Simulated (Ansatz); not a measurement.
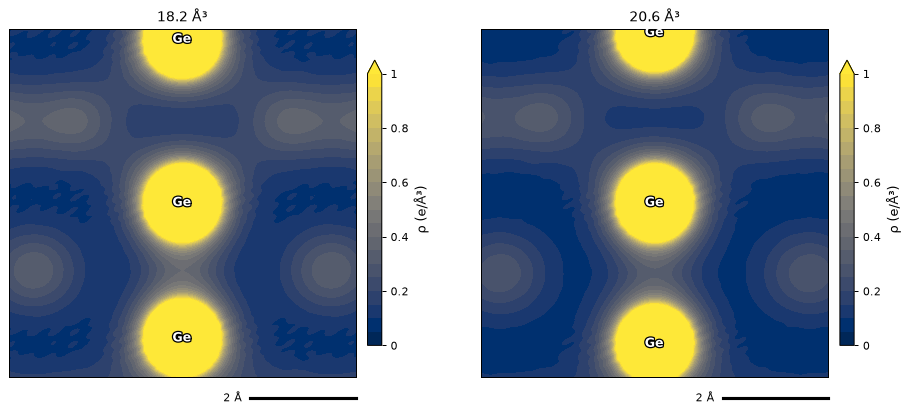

Ge. The valence charge density (pseudo) of cells scaled evenly to different volumes (given per atom above each panel), on the (101̄) plane of each (indices in the axes of the cell below), at one length scale and on one colour scale.

A structure from a database of computed crystals, not necessarily the ambient phase.

Theory: Kohn-Sham DFT of a periodic cell, LDA, Ansatz PAW (Ansatz).

The largest cell:

```
Ge
1.0
     0.00000    2.94234    5.21600
     2.68209    0.00000    5.21600
     2.68209    2.94234    0.00000
Ge
4
Cartesian
  2.6821 4.2752 5.2160
  2.6821 1.6095 5.2160
  2.6821 2.9423 2.2755
  2.6821 2.9423 8.1565
```

| volume (Å³/atom) | Ge–Ge contact in the plane (Å) | ρ at its midpoint (e/Å³) | pressure (GPa) | 
| --- | --- | --- | --- |
| 18.25 | 2.561 | 0.400 | −1.0 | 
| 19.03 | 2.597 | ? | ? | 
| 20.58 | 2.666 | 0.342 | −8.1 | 

Q: What values belong in the row with question marks?

A: Over the known rows ln ρ falls by 1.49 per Å of Ge–Ge distance (the line through the two), which gives 0.379 e/Å³ at 2.597 Å; the calculation gives 0.378 e/Å³. For the pressure, a straight line in volume between the neighbouring rows gives −3.4 GPa; the calculation gives −3.9, lower because pressure rises ever faster on compression.
